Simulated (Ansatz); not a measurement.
System: Mg₂GeN, space group P4/mmm (No. 123), 4 atoms in the cell.

```
Mg Ge N
1.0
     4.31125    0.00000    0.00000
     0.00000    4.31125    0.00000
     0.00000    0.00000    3.26345
Mg Ge N
2 1 1
Direct
  0.50000 0.00000 0.50000
  0.00000 0.50000 0.50000
  0.00000 0.00000 0.00000
  0.50000 0.50000 0.00000
```

Method: DFT PBE, scalar-relativistic, plane waves, PAW, no spin polarisation, 10×10×14 k mesh, 420 eV cutoff, Gaussian smearing of 0.1 eV (Ansatz).

What does the calculation give for the electronic structure? The path is Γ–X–M–Γ–Z–R–A–Z|X–R|M–A.

A metal: 3 bands cross the Fermi level along this path. Bands cross the Fermi level on every line of the path. At Γ the nearest levels lie 0.79 eV below and 0.63 eV above the Fermi level.

The structure is an invented one, so it need not be a known or stable phase. The electron count is odd and the run has no spin polarisation, so a magnetic state may lie lower.

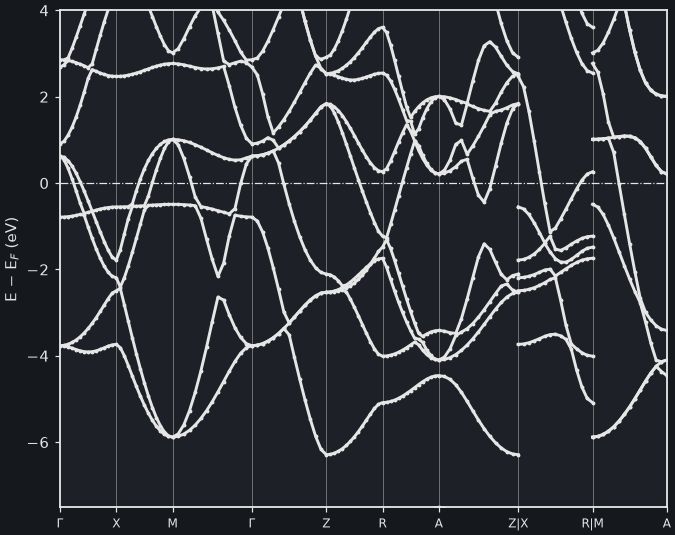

Band structure. Energies are counted from the Fermi level.
